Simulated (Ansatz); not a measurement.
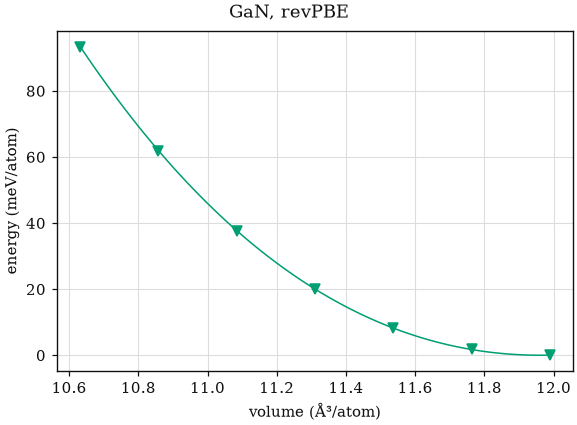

The picture above shows the energy against volume for GaN, space group P6_3mc (No. 186).

The given structure:
```yaml
crystal:
  lattice:
    - [3.18000, 0.00000, 0.00000]
    - [-1.59000, 2.75396, 0.00000]
    - [0.00000, 0.00000, 5.16600]
  atoms:
    - { symbol: Ga, position: [0.66667, 0.33333, 0.50000] }
    - { symbol: Ga, position: [0.33333, 0.66667, 0.00000] }
    - { symbol: N, position: [0.66667, 0.33333, 0.87500] }
    - { symbol: N, position: [0.33333, 0.66667, 0.37500] }
```

Computed with Ansatz 0.2.0: plane-wave DFT, no spin polarisation; energies at scaled volumes of the given cell, shape and fractions fixed, counted from the fit's minimum, third-order Birch-Murnaghan fit. Level: revPBE.

k mesh 10×10×5; occupations Fermi–Dirac; smearing width 0.05 eV; potentials Ansatz PAW; wave cutoff 420 eV; density cutoff 1680 eV.

From this curve and the settings, what does the calculation give for the pressure at the same points?

The pressure falls from 25.04 GPa at volume 10.63 Å³/atom to −0.39 GPa at 11.99 Å³/atom, and changes sign near 11.96 Å³/atom.

```tsv
volume (Å³/atom)	pressure (GPa)
10.63	25.04
10.86	19.64
11.08	14.77
11.31	10.37
11.54	6.41
11.76	2.84
11.99	-0.39
```

Caveats: the fit and the printed pressures don't fully agree, or the minimum lies near the end of the range; the functional was run on potentials made for another functional; shape and atomic fractions are frozen while scaling, which makes layered, chain and framework solids too stiff.
